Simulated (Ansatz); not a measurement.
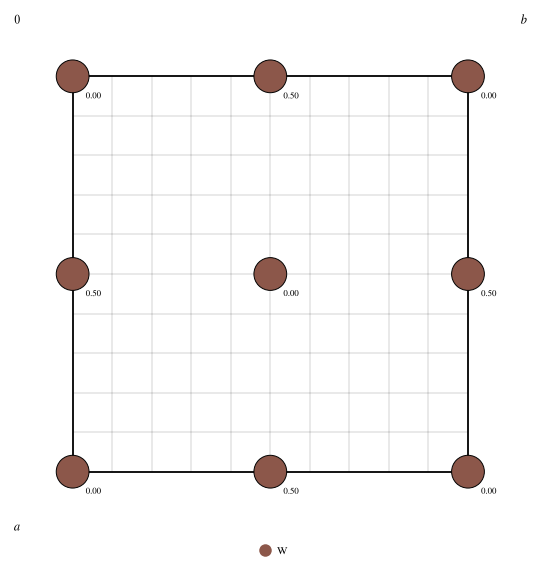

Plan of a unit cell projected along c (a down the page, b across); the numbers are heights as fractions of c, and atoms on the cell's edges are repeated. The grid marks tenths of a and b. Source: the input geometry of an electronic-structure calculation (not necessarily at equilibrium); the starting structure was generated, so it need not be a known form of this composition. All values are computed from the atomic coordinates in the standard setting (tolerance 0.002 Å).

a = 4.040 Å, b = 4.040 Å, c = 4.040 Å, α = 90.00°, β = 90.00°, γ = 90.00°.

> What does the cell contain?

4 W: W, Z = 4.

> Which space group?

No. 225, Fm-3m, face-centred cubic.

> Give the fractional coordinates of all atoms, to two places.

```json
{"atom": "W", "x": "0.00", "y": "0.00", "z": "0.00"}
{"atom": "W", "x": "0.00", "y": "0.50", "z": "0.50"}
{"atom": "W", "x": "0.50", "y": "0.00", "z": "0.50"}
{"atom": "W", "x": "0.50", "y": "0.50", "z": "0.00"}
```
